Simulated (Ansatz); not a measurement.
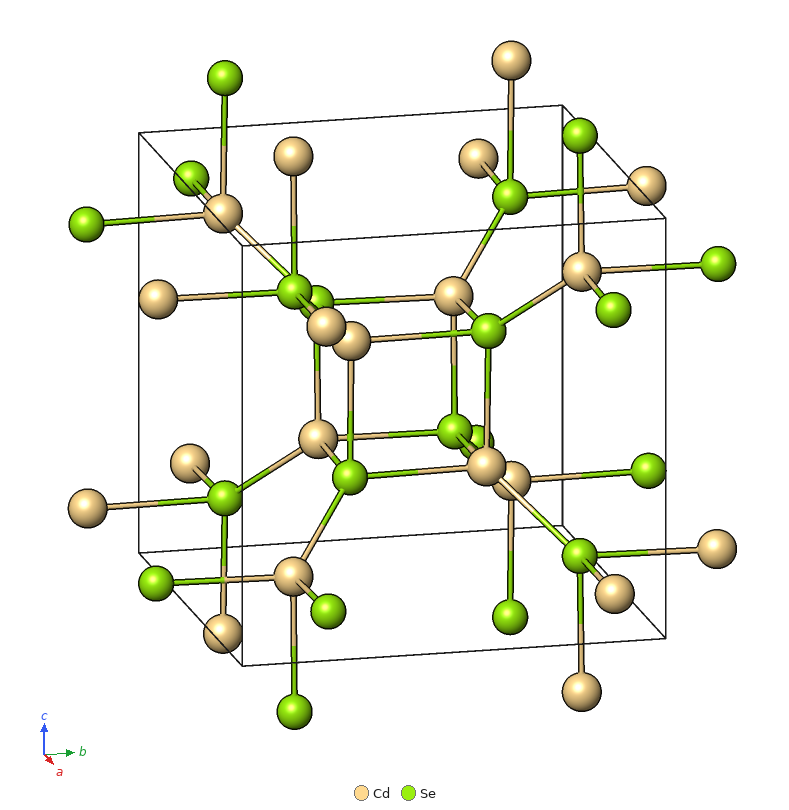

This ball-and-stick model is shown slightly off an axis. The conventional unit cell is drawn as a box. Bonded atoms from the next cells complete the picture. Cell: a = 8.46 Å, b = 8.46 Å, c = 8.46 Å, α = 90.00°, β = 90.00°, γ = 90.00°.

The cell started as a structure type filled with these elements by a generator (whether the compound takes this form wasn't checked). Earlier steps of the study may have refined or changed the cell and positions. It was run through Ansatz as a DFT input.

Question: Write a short crystallographic description.

Answer: Formula: CdSe. It is body-centred cubic, space group I-43m (No. 217). In the cell are 8 Cd, 8 Se, which makes 8 formula units. The neighbours of Cd are four Se at about 2.6 to 2.7 Å. Each Se has four Cd at about 2.6 to 2.7 Å. The bonds build a three-dimensional framework.

Method used: DFT PBE, scalar-relativistic, plane waves, PAW in Ansatz. It ran with a cutoff energy of 420 eV, k-points about 0.18 Å⁻¹ apart, Gaussian smearing of 0.02 eV, no spin polarisation.

Question: Is the electronic structure metallic or gapped?

Answer: A semiconductor at this level, with a gap of 0.91 eV, indirect.

Question: How are the electrons shared out in a Bader analysis?

Answer: Cd +0.74 e; Se -0.74 e.

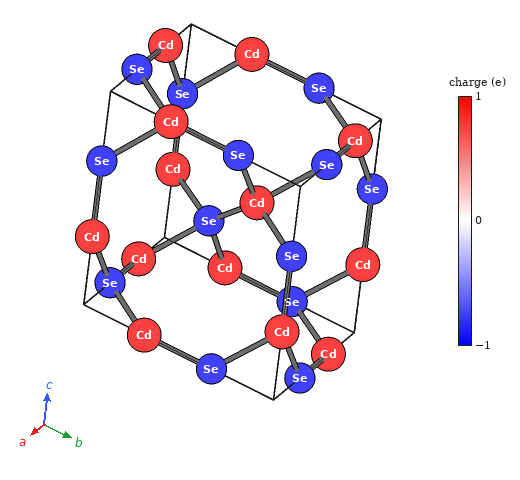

The atoms coloured by those charges. The run's cell of 8 atoms is drawn, so axes and origin can differ from the first picture.

Question: Can this geometry be taken as optimised?

Answer: Yes. The largest force is 0.01 eV/Å. The pressure is 0.0 GPa, close to zero.
